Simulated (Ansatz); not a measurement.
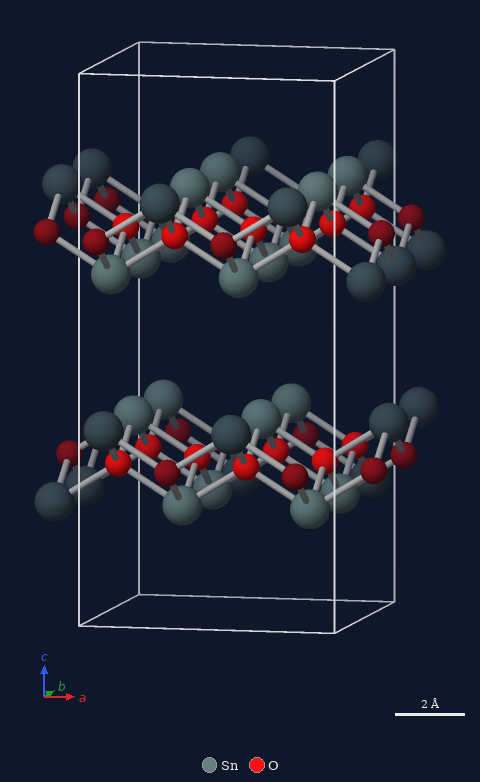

The structure as given in the input (ball-and-stick view of the 2 × 2 repeat of the cell, with the vacuum cut short, seen slightly off an axis; neighbours outside the cell are drawn fainter).

**Geometry relaxation, with input and output: SnO (part 1 of 3)**

System: SnO (slab, 8 atoms in the cell).
Method: DFT PBE+D3(BJ), scalar-relativistic, plane waves, PAW, PAW set soft_1, no spin polarisation (Ansatz 0.2.0).

The structure derives from a Materials Project entry. The input holds or restrains some coordinates.

### What the program printed
```
Engine: ansatz 0.2.0, aarch64-unknown-linux-gnu
Pseudopotentials: kind: paw
Pseudopotential: Sn, paw, valence charge 14, recommended cutoff 420 eV (normal), [file]
Pseudopotential: O, paw, valence charge 6, recommended cutoff 420 eV (normal), [file]
Functional definition: PBE
  parameter kappa = 0.804
  parameter beta = 0.06672455060314922
  exchange = pbe_x(kappa = kappa, mu = beta*pi^2/3)
  correlation = pbe_c(beta = beta)
Crystal: 8 atoms, lattice volume = 324.360 Å³
Basis set: ecut = 420 eV, 6355 PW (Γ), exchange–correlation on 54×54×300 points (8 copies of the dense FFT grid, shifted against one another)
Bands: 48, of which v1, the nominal top of the filled ones, is band 40 counted from 1 (39 counted from 0)
Symmetry: 2 space group operations
k-points: 16 of 49 (time reversal used)
Non-local potential: Sn, projectors of the file, l = 0: 2, l = 1: 2, l = 2: 2, l = 3: 1
Non-local potential: O, projectors of the file, l = 0: 2, l = 1: 2, l = 2: 1
PAW form: soft (Blöchl's): semilocal exchange-correlation on the pseudo side does not see the compensation charge
PAW one-centre angular grid: Sn, 590 points (default); XC on 64 Gauss nodes
PAW one-centre angular grid: O, 110 points (default); XC on 64 Gauss nodes
Initial density: superposition of atomic densities (neutral atoms: chi_scale 0, normalization atom)
Initial wavefunctions: pseudopotential atomic-orbital guess
Functional: x = pbe(κ = 0.804, μ = 0.2195149727645171), c = pbe(β = 0.06672455060314922)
SCF iter   1: F=—  HF=-26376.214434 eV  |F-HF|=—  |Δ(HF+E_count)|=         —  Δρ=9.27e-2  dr2=3.31e1  ethr=3.10e-3  p=0.000 e·Å  D=1.17e-7 V/Å  ΔV_dip=-0.00 eV  dr2_dipole=1.75e-8  V_vac-E_F(+/−)=5.71/5.71 eV  ⟨swp⟩=7.1  Hψ=2933  notcnv=0
efield: sawtooth ramp at fractional position 0.8896 (placed from the atoms, in the widest stretch of the axis that holds none; the zero of the levels goes with the place), width 0.0400; the density the first Hamiltonian is built on has a dipole p = 0.000 e·Å; the dipole correction subtracts the counter field D = 1.17e-7 V/Å, which shifts the + side's vacuum level by -0.00 eV against the − side's; the planar-averaged density in the ramp window peaks in size at 4.4e-6 e/Å³
preconditioner: auto → Resta (q_TF=auto, 2.161 Å⁻¹)  ε∞=2.0  [insulator: Δε(μ)=3.430 eV  Ē_g=18.175 eV  σ=0.050 eV  W_gap=1.00  n_scr=50 (ndim 8)  ℏωp=18.4 eV  f_vac=0.458  D(μ)=0.00/eV (n_scr^D=0)  ε∞_Penn≈2.0  vacuum switching on, ρ_ref=2.4e-2 e/Å³]
SCF iter   2: F=—  HF=-26370.112479 eV  |F-HF|=—  |Δ(HF+E_count)|=    6.10e0  Δρ=6.54e-2  dr2=1.03e1  ethr=3.10e-3  p=-0.000 e·Å  D=-4.94e-5 V/Å  ΔV_dip=0.00 eV  dr2_dipole=3.71e-8  V_vac-E_F(+/−)=3.15/3.15 eV  ⟨swp⟩=4.9  Hψ=2064  notcnv=0  defer=50
SCF iter   3: F=—  HF=-26368.174597 eV  |F-HF|=—  |Δ(HF+E_count)|=    1.94e0  Δρ=1.43e-2  dr2=6.21e-1  ethr=3.10e-3  p=-0.000 e·Å  D=-1.21e-5 V/Å  ΔV_dip=0.00 eV  dr2_dipole=2.74e-10  V_vac-E_F(+/−)=4.17/4.17 eV  ⟨swp⟩=3.0  Hψ=1365  notcnv=0  defer=52
SCF iter   4: F=—  HF=-26368.121381 eV  |F-HF|=—  |Δ(HF+E_count)|=   5.32e-2  Δρ=5.71e-3  dr2=1.79e-1  ethr=7.76e-4  p=-0.000 e·Å  D=-3.77e-5 V/Å  ΔV_dip=0.00 eV  dr2_dipole=2.05e-8  V_vac-E_F(+/−)=3.57/3.57 eV  ⟨swp⟩=3.0  Hψ=1203  notcnv=0  defer=50
SCF iter   5: F=—  HF=-26368.089785 eV  |F-HF|=—  |Δ(HF+E_count)|=   3.16e-2  Δρ=1.95e-3  dr2=1.99e-2  ethr=2.24e-4  p=0.000 e·Å  D=2.28e-6 V/Å  ΔV_dip=-0.00 eV  dr2_dipole=4.45e-9  V_vac-E_F(+/−)=3.83/3.83 eV  ⟨swp⟩=2.6  Hψ=980  notcnv=0  defer=50
SCF iter   6: F=—  HF=-26368.086502 eV  |F-HF|=—  |Δ(HF+E_count)|=   3.28e-3  Δρ=3.62e-4  dr2=2.79e-3  ethr=2.49e-5  p=-0.000 e·Å  D=-3.98e-5 V/Å  ΔV_dip=0.00 eV  dr2_dipole=1.27e-8  V_vac-E_F(+/−)=3.83/3.83 eV  ⟨swp⟩=2.4  Hψ=1073  notcnv=0  defer=50
SCF iter   7: F=—  HF=-26368.086265 eV  |F-HF|=—  |Δ(HF+E_count)|=   2.37e-4  Δρ=3.59e-4  dr2=6.66e-4  ethr=3.49e-6  p=-0.000 e·Å  D=-1.47e-5 V/Å  ΔV_dip=0.00 eV  dr2_dipole=5.49e-12  V_vac-E_F(+/−)=3.89/3.89 eV  ⟨swp⟩=2.3  Hψ=1096  notcnv=0  defer=50
SCF iter   8: F=—  HF=-26368.086129 eV  |F-HF|=—  |Δ(HF+E_count)|=   1.36e-4  Δρ=8.37e-5  dr2=3.21e-5  ethr=8.33e-7  p=-0.000 e·Å  D=-1.51e-5 V/Å  ΔV_dip=0.00 eV  dr2_dipole=1.66e-12  V_vac-E_F(+/−)=3.88/3.88 eV  ⟨swp⟩=2.0  Hψ=983  notcnv=0  defer=50
SCF iter   9: F=—  HF=-26368.085980 eV  |F-HF|=—  |Δ(HF+E_count)|=   1.49e-4  Δρ=4.65e-5  dr2=7.45e-6  ethr=4.02e-8  p=-0.000 e·Å  D=-1.61e-5 V/Å  ΔV_dip=0.00 eV  dr2_dipole=5.41e-11  V_vac-E_F(+/−)=3.88/3.88 eV  ⟨swp⟩=2.2  Hψ=1177  notcnv=0  defer=50
iter 10 did not close the SCF: its close was put off until two iterations running show no level that it waits for move by more than its bar (scf_convergence_deferred on its scf_iter line)
SCF iter  10: F=-26368.085979 eV  HF=-26368.085979 eV  |F-HF|=1.89e-8  |Δ(HF+E_count)|=   1.36e-6  Δρ=6.23e-6  dr2=1.19e-7  ethr=2.81e-10  p=-0.000 e·Å  D=-1.48e-5 V/Å  ΔV_dip=0.00 eV  dr2_dipole=6.78e-12  V_vac-E_F(+/−)=3.88/3.88 eV  ⟨swp⟩=20.7  Hψ=7990  notcnv=0
iter 11 did not close the SCF: its close was put off until two iterations running show no level that it waits for move by more than its bar (scf_convergence_deferred on its scf_iter line)
SCF iter  11: F=-26368.085979 eV  HF=-26368.085979 eV  |F-HF|=1.58e-9  |Δ(HF+E_count)|=   3.24e-8  Δρ=1.41e-6  dr2=3.96e-9  ethr=1.49e-10  p=-0.000 e·Å  D=-1.58e-5 V/Å  ΔV_dip=0.00 eV  dr2_dipole=2.90e-12  V_vac-E_F(+/−)=3.88/3.88 eV  ⟨swp⟩=8.9  Hψ=5833  notcnv=0
SCF iter  12: F=-26368.085979 eV  HF=-26368.085979 eV  |F-HF|=1.97e-9  |Δ(HF+E_count)|=   3.29e-9  Δρ=9.22e-7  dr2=2.75e-9  ethr=4.95e-12  p=-0.000 e·Å  D=-1.49e-5 V/Å  ΔV_dip=0.00 eV  dr2_dipole=2.85e-12  V_vac-E_F(+/−)=3.88/3.88 eV  ⟨swp⟩=7.3  Hψ=5281  notcnv=0
SCF 1 converged in 12 iterations: F = -26368.085979 eV  dr2 = 2.75e-9
  greatest PAW one-centre occupation: 0.993 electrons in one spin orbital (limit 2), on the Sn atom at site 3 (counted from 0), in its partial waves of l = 2
relax step   1: F+E_penalty+E_count = -26368.08597899 eV  Δ(F+E_penalty+E_count) = +0.000e0 eV  max|allowed force component| = 3.111e-2 eV/Å  Δτ_max = 0.0000 Å  (12 SCF iters, dr2 threshold 2.25e-7 eV, accepted)
Initial density: handed on by an earlier stage of this run
Initial wavefunctions: those handed on with the density
iter 1 solved again at ethr=1.03e-4 eV; its pass at ethr=3.10e-3 eV (dr2=8.23e-2 eV) is discarded
SCF iter   1: F=—  HF=-26368.113568 eV  |F-HF|=—  |Δ(HF+E_count)|=         —  Δρ=4.79e-3  dr2=8.55e-2  ethr=1.03e-4  p=-0.000 e·Å  D=-1.50e-5 V/Å  ΔV_dip=0.00 eV  dr2_dipole=3.16e-4  V_vac-E_F(+/−)=3.92/3.92 eV  ⟨swp⟩=1.7  Hψ=2643  notcnv=0  defer=48
efield: sawtooth ramp at fractional position 0.8896 (handed on by an earlier solve), width 0.0400; the density the first Hamiltonian is built on has a dipole p = -0.000 e·Å; the dipole correction subtracts the counter field D = -1.50e-5 V/Å, which shifts the + side's vacuum level by +0.00 eV against the − side's; the planar-averaged density in the ramp window peaks in size at 3.4e-6 e/Å³
preconditioner: auto → Resta (q_TF=auto, 2.161 Å⁻¹)  ε∞=2.1  [insulator: Δε(μ)=2.537 eV  Ē_g=17.616 eV  σ=0.050 eV  W_gap=1.00  n_scr=50 (ndim 8)  ℏωp=18.4 eV  f_vac=0.494  D(μ)=0.00/eV (n_scr^D=0)  ε∞_Penn≈2.1  vacuum switching on, ρ_ref=2.3e-2 e/Å³]
SCF iter   2: F=—  HF=-26368.091021 eV  |F-HF|=—  |Δ(HF+E_count)|=   2.25e-2  Δρ=2.21e-3  dr2=1.41e-2  ethr=1.03e-4  p=0.006 e·Å  D=3.46e-3 V/Å  ΔV_dip=-0.08 eV  dr2_dipole=1.66e-4  V_vac-E_F(+/−)=3.82/3.89 eV  ⟨swp⟩=2.0  Hψ=1072  notcnv=0  defer=48
SCF iter   3: F=—  HF=-26368.090196 eV  |F-HF|=—  |Δ(HF+E_count)|=   8.26e-4  Δρ=1.29e-3  dr2=5.40e-3  ethr=1.76e-5  p=-0.008 e·Å  D=-4.50e-3 V/Å  ΔV_dip=0.10 eV  dr2_dipole=2.74e-4  V_vac-E_F(+/−)=3.99/3.89 eV  ⟨swp⟩=2.0  Hψ=1114  notcnv=0  defer=48
SCF iter   4: F=—  HF=-26368.089498 eV  |F-HF|=—  |Δ(HF+E_count)|=   6.97e-4  Δρ=4.51e-4  dr2=4.24e-4  ethr=6.75e-6  p=-0.002 e·Å  D=-9.72e-4 V/Å  ΔV_dip=0.02 eV  dr2_dipole=1.40e-6  V_vac-E_F(+/−)=3.90/3.88 eV  ⟨swp⟩=2.0  Hψ=1018  notcnv=0  defer=48
SCF iter   5: F=—  HF=-26368.089604 eV  |F-HF|=—  |Δ(HF+E_count)|=   1.06e-4  Δρ=1.77e-4  dr2=1.67e-4  ethr=5.30e-7  p=0.001 e·Å  D=4.04e-4 V/Å  ΔV_dip=-0.01 eV  dr2_dipole=2.01e-5  V_vac-E_F(+/−)=3.88/3.89 eV  ⟨swp⟩=2.7  Hψ=1146  notcnv=0  defer=48
SCF iter   6: F=—  HF=-26368.089576 eV  |F-HF|=—  |Δ(HF+E_count)|=   2.79e-5  Δρ=3.22e-5  dr2=3.65e-6  ethr=2.09e-7  p=-0.001 e·Å  D=-5.09e-4 V/Å  ΔV_dip=0.01 eV  dr2_dipole=1.49e-8  V_vac-E_F(+/−)=3.90/3.89 eV  ⟨swp⟩=2.0  Hψ=939  notcnv=0  defer=48
SCF iter   7: F=—  HF=-26368.089376 eV  |F-HF|=—  |Δ(HF+E_count)|=   2.00e-4  Δρ=1.76e-5  dr2=1.29e-6  ethr=4.56e-9  p=-0.001 e·Å  D=-3.72e-4 V/Å  ΔV_dip=0.01 eV  dr2_dipole=1.35e-7  V_vac-E_F(+/−)=3.90/3.89 eV  ⟨swp⟩=2.2  Hψ=1421  notcnv=0  defer=49
SCF iter   8: F=—  HF=-26368.089376 eV  |F-HF|=—  |Δ(HF+E_count)|=   1.22e-7  Δρ=7.03e-6  dr2=1.55e-7  ethr=1.62e-9  p=-0.001 e·Å  D=-4.51e-4 V/Å  ΔV_dip=0.01 eV  dr2_dipole=1.88e-9  V_vac-E_F(+/−)=3.90/3.89 eV  ⟨swp⟩=2.0  Hψ=1013  notcnv=0  defer=49
SCF iter   9: F=-26368.089376 eV  HF=-26368.089376 eV  |F-HF|=2.42e-9  |Δ(HF+E_count)|=   4.46e-9  Δρ=2.22e-6  dr2=1.82e-8  ethr=7.56e-11  p=-0.001 e·Å  D=-4.49e-4 V/Å  ΔV_dip=0.01 eV  dr2_dipole=3.76e-10  V_vac-E_F(+/−)=3.90/3.89 eV  ⟨swp⟩=19.5  Hψ=6687  notcnv=0
SCF 2 converged in 9 iterations: F = -26368.089376 eV  dr2 = 1.82e-8
  greatest PAW one-centre occupation: 0.993 electrons in one spin orbital (limit 2), on the Sn atom at site 7 (counted from 0), in its partial waves of l = 2
relax step   2: F+E_penalty+E_count = -26368.08937612 eV  Δ(F+E_penalty+E_count) = -3.397e-3 eV  max|allowed force component| = 3.573e-2 eV/Å  Δτ_max = 0.1004 Å  (9 SCF iters, dr2 threshold 6.05e-8 eV, accepted)
iter 1 solved again at ethr=4.31e-4 eV; its pass at ethr=3.10e-3 eV (dr2=3.45e-1 eV) is discarded
```
